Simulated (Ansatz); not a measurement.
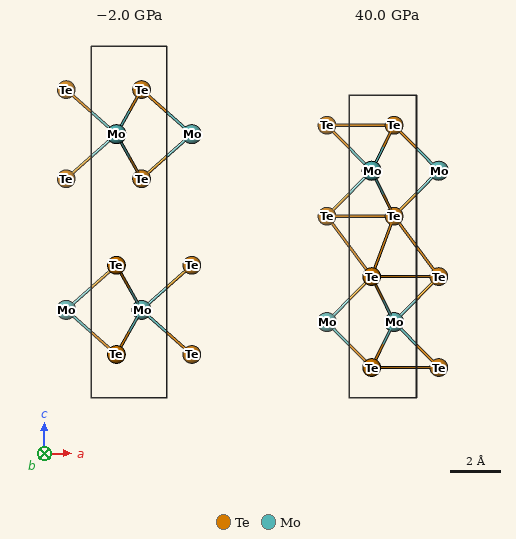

Solid Te$_{2}$Mo (set up in P-3m1), relaxed (cell and atoms) at several target pressures. The picture shows the first and the last member. A ball-and-stick model of the cell of the calculation, seen along the b axis.

Computed with Ansatz 0.2.0: DFT PBE+D3(BJ), scalar-relativistic, plane waves, PAW. Set-up: plane-wave cutoff 420 eV; k-point mesh 12 × 12 × 2 at −2.0 to 5.0, 12 × 12 × 4 at 10.0 to 40.0 GPa; occupations gaussian; smearing width 0.1 eV; no spin polarisation; cell and atoms relaxed; force threshold 0.008 eV/Å.

```csv
pressure (GPa),volume (Å³/atom),a (Å),c (Å)
−2.0,25.737,3.535,14.271
0.0,24.186,3.497,13.702
2.0,23.280,3.465,13.436
5.0,22.319,3.423,13.197
10.0,21.144,3.365,12.939
20.0,?,?,?
40.0,17.591,3.149,12.292
```

Question: Fill in the missing row.

Answer: Murnaghan's form V = V₀(1 + B′P/B₀)^(−1/B′), with V₀ = 24.186 Å³ from the row at zero pressure, fits the other rows with B₀ = 44.2 GPa and B′ = 5.92 (largest miss 0.243 Å³). At 20.0 GPa it gives 24.186 × (1 + 5.92 × 20.0/44.2)^(−1/5.92) = 19.409 Å³ per atom. The calculation gives 19.519 Å³/atom (a = 3.278 Å, c = 12.587 Å). The estimate is 0.110 Å³/atom too low. From the first member to the last: Te–Te 4.063 → 3.052 Å, Te–Te 3.535 → 3.149 Å, Mo–Te 2.729 → 2.592 Å. New bonds form: Te–Te (4.06 → 3.05 Å).

The whole series:

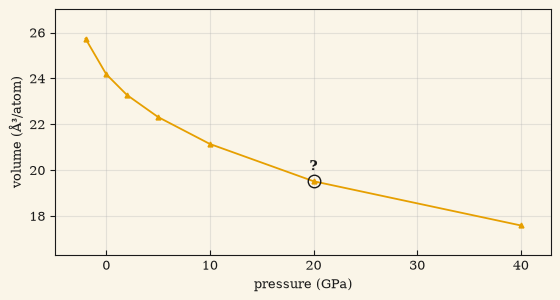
